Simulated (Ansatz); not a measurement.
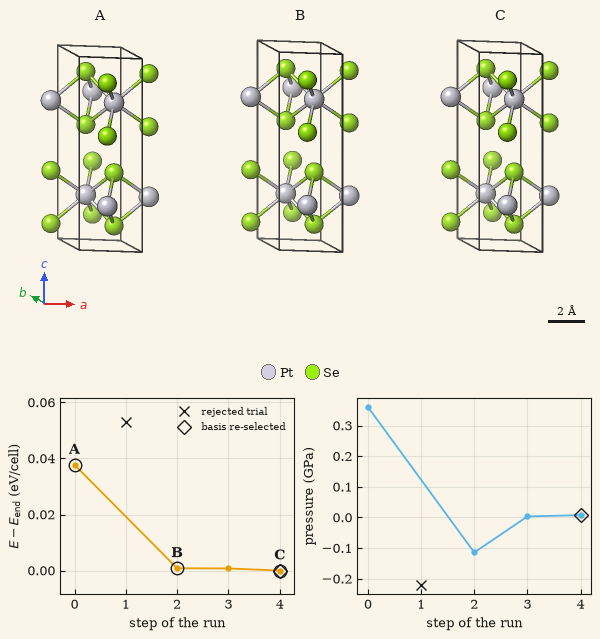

Frames of a relaxation of crystalline PtSe$_{2}$ (built on the 2H (MoS2) bulk type), marked on the history of the run. Style: ball-and-stick. Shown: the cell of the calculation, slightly off an axis.

These are results of Ansatz, DFT, r2SCAN+rVV10, plane waves, PAW, not measurements. Settings: plane-wave cutoff 500 eV; k-point mesh 12 × 12 × 2; occupations fermi dirac; smearing width 0.02 eV; no spin polarisation; cell and atoms relaxed; force threshold 0.005 eV/Å.

> What happens along the run?

The largest moves relative to the cell, 0.060 Å, are those of Se atoms. Pt stays in place. Cell: a = b 3.581 → 3.597 Å (+0.4 %), c 10.995 → 11.255 Å (+2.4 %). Volume +3.2 %. Some distances before and after: Pt–Se 2.560 → 2.553 Å. The space group stays P6_3/mmc (No. 194). After 2 accepted moves (4 points after the start) the energy has fallen by 37.7 meV per cell of the calculation. Largest force component: 0.28 eV/Å at the start, 0.0013 eV/Å at the end. Pressure: 0.36 GPa at the start and 0.01 GPa at the end. The line search rejected the trial step at point 1 of the run. At 1 point the geometry stayed and the basis and grid were re-selected for the new cell (energy shift of 0.7 meV per cell of the calculation at most each time). The run took 61 s on 2 threads of AMD EPYC 7R13 Processor (Zen 3), with other jobs on the host, peak memory 1.2 GiB. From step 0 to 2: Se atoms move most (0.06 Å), volume +3.3 %, energy −36.9 meV per cell of the calculation. From step 2 to 4: energy −0.8 meV per cell of the calculation.
